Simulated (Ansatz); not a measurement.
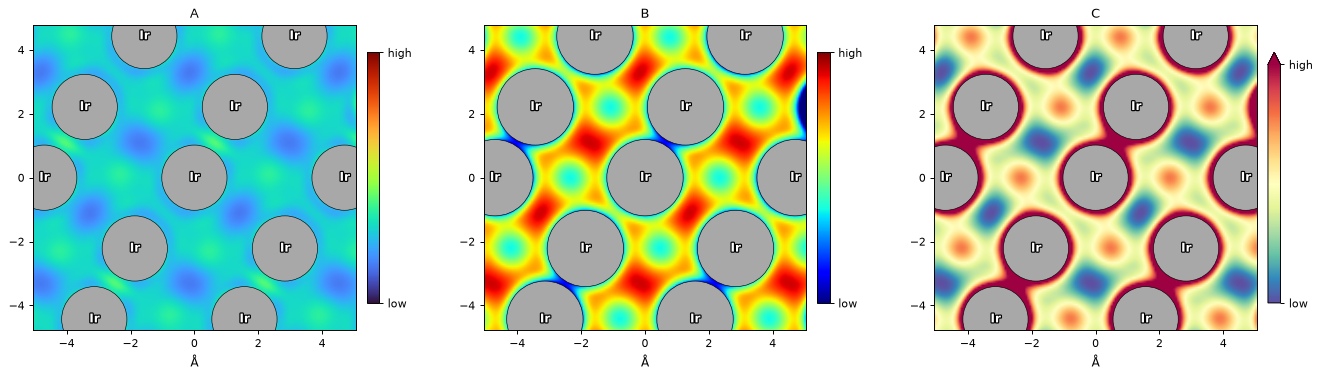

Ir: 3 fields on the (010) plane of the conventional cell, with unlabelled colour scales. Grey discs cover the atomic cores.

Space group C2/m; not relaxed (largest force 1.3 eV/Å); computed without spin polarisation.

Theory: DFT PBEsol, scalar-relativistic, plane waves, PAW (Ansatz 0.2.0).

### Match the panels to the quantities (electron localisation function, electrostatic potential energy of an electron and valence pseudo-density).

Panel A: electron localisation function. Panel B: electrostatic potential energy of an electron (low next to the atoms, rising into the space between them). Panel C: valence pseudo-density. From the grid: Ir–Ir (2.55 Å): ρ is about 0.61 e/Å³ halfway; the ELF is about 0.40 at the midpoint.
